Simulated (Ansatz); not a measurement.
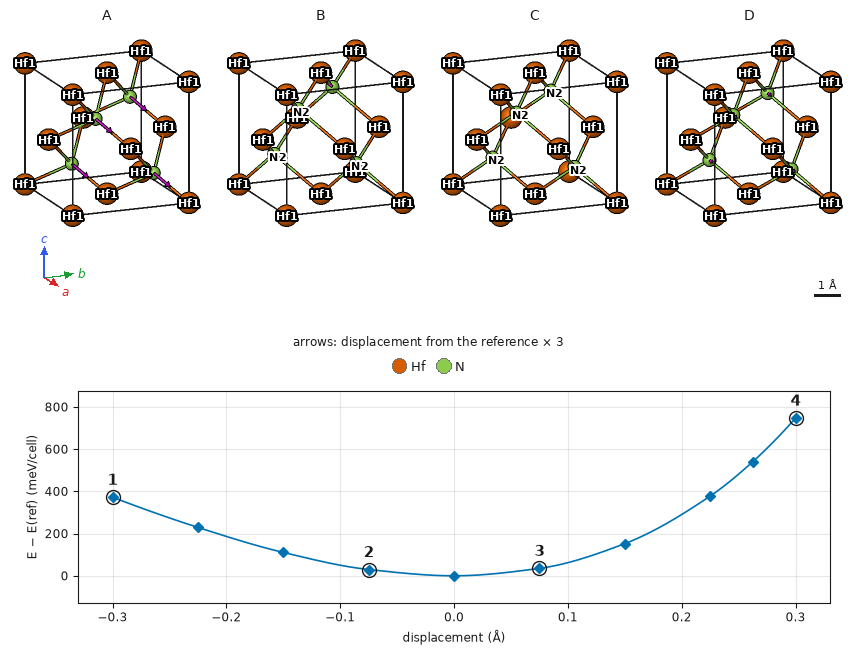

Energy scan for solid HfN (F-43m), in which the whole N sublattice is shifted rigidly, towards the nearest copy of atom 1 (Hf) at 2.126 Å, all else fixed. The frames are shuffled; the numbered points of the plot belong to them. The picture is a ball-and-stick view of the conventional cell (4 times the calculation's cell), seen slightly off an axis. Purple arrows: displacements from the reference. Lengths and directions refer to the drawn axes.

These are results of DFT PBEsol, scalar-relativistic, plane waves, PAW (Ansatz), not measurements. Set-up: plane-wave cutoff 420 eV; k-point mesh 16 × 16 × 16; occupations gaussian; smearing width 0.15 eV; no spin polarisation. Energies (free energies at the smearing named) are counted from the cell as listed in its source, which wasn't relaxed.

**Match the frames to the points.**

Point 1 is frame B (the displacement −0.30 Å, 372 meV/cell); 2 is frame C (the displacement −0.075 Å, 30 meV/cell); 3 is frame D (the displacement 0.075 Å, 35 meV/cell); 4 is frame A (the displacement 0.30 Å, 747 meV/cell). The lowest computed point lies at the displacement 0.00 Å (0 meV/cell). The end points stand at 372 meV/cell (−0.30 Å) and 747 meV/cell (0.30 Å). The curvature at zero is about 12 eV/Å² per cell. The well is lopsided: at ±0.3000 Å the energy is 2.0 times higher on the positive side. At the highest point the shortest interatomic distance is 1.83 Å, against 2.13 Å in the reference. The distortion takes the space group from F-43m to R3m.
